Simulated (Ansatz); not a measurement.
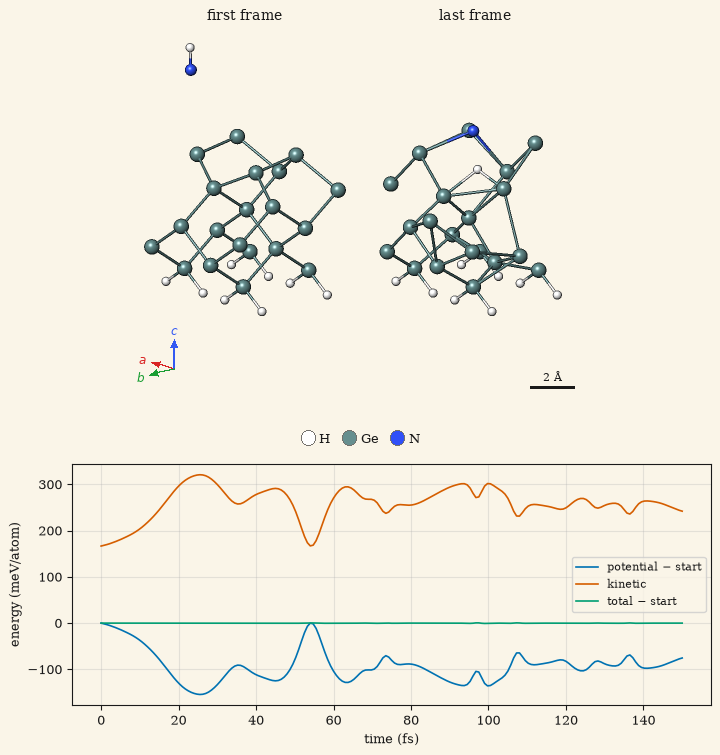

First-principles dynamics of NH on Ge(100)-2x1, underside capped with H (30 atoms in the cell), 150 fs long. A ball-and-stick model of the simulation cell, with the vacuum cut short, seen from a free direction. Bonds to atoms that aren't drawn are left out.

These are results of DFT LDA, scalar-relativistic, plane waves, PAW (Ansatz 0.2.0), not measurements. Run with plane-wave cutoff 150 eV; k-point mesh 1 × 1 × 1; Fermi-Dirac smearing 0.02 eV; low-accuracy preset; 12 atoms held fixed; constant energy (NVE); time step 0.75 fs; at the start 2 atoms move with typed velocities and the others are at rest.

Is this trajectory numerically sound?

Answer. The total energy stays between −0.72 and 0.52 meV per atom of its start. A straight-line fit has a slope that amounts to −0.054 meV per atom over 150 fs (under 0.1 % of the mean kinetic energy), its mean offset in the second half is under 0.1 %, and the ripple about the line is 0.5 % of the kinetic energy's fluctuation. With a drift under 2 % and a ripple under 7 %, the integration is accurate. The plane-wave cutoff is below what these potentials need, so energies and forces are off. The mean temperature in the second half is 3399 K (standard deviation 230 K). It is well above the start because potential energy is released as heat. The potential energy in the second half lies on average 97.0 meV per atom below the first frame.

Limits of the set-up: the cutoff lies below the recommended one; the program's low-accuracy preset was used; the periodic images lie only 8.0 Å apart, so the values are limited by the cell's size.

PAW datasets: the set soft_1.
